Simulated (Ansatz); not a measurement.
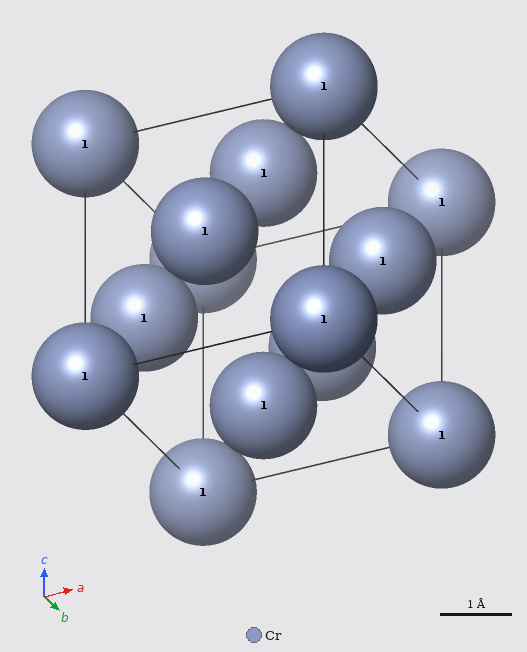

Reference structure: a symmetric starting cell of Cr (made from another compound by putting Cr in place of Mo). The picture is a spheres-only view of the conventional cell (4 times the calculation's cell), seen from a free direction. Lengths and directions refer to the drawn axes.

All numbers below come from DFT PBEsol, scalar-relativistic, plane waves, PAW (Ansatz 0.2.0). Settings: plane-wave cutoff 420 eV; k-point mesh 20 × 20 × 20; occupations gaussian; smearing width 0.1 eV; no spin polarisation.

Change: All lengths are scaled by −3.2 % (volume −9.2 %), the atoms keeping their fractional coordinates. No relaxation follows. The starting cell wasn't computed here and needn't be at equilibrium, so pressure and forces aren't due to the change alone.

Q: What is the effect?

A: The pressure is −17.5 GPa (not all of it need come from the change, since the unchanged cell can be under pressure at this level too). All forces vanish by symmetry. Some distances before and after: Cr–Cr 2.683 → 2.598 Å. The space group stays Fm-3m (No. 225).

The changed structure in the same view:

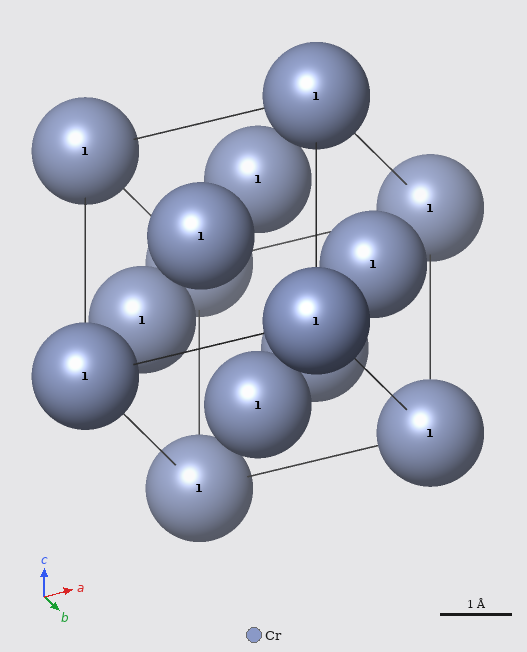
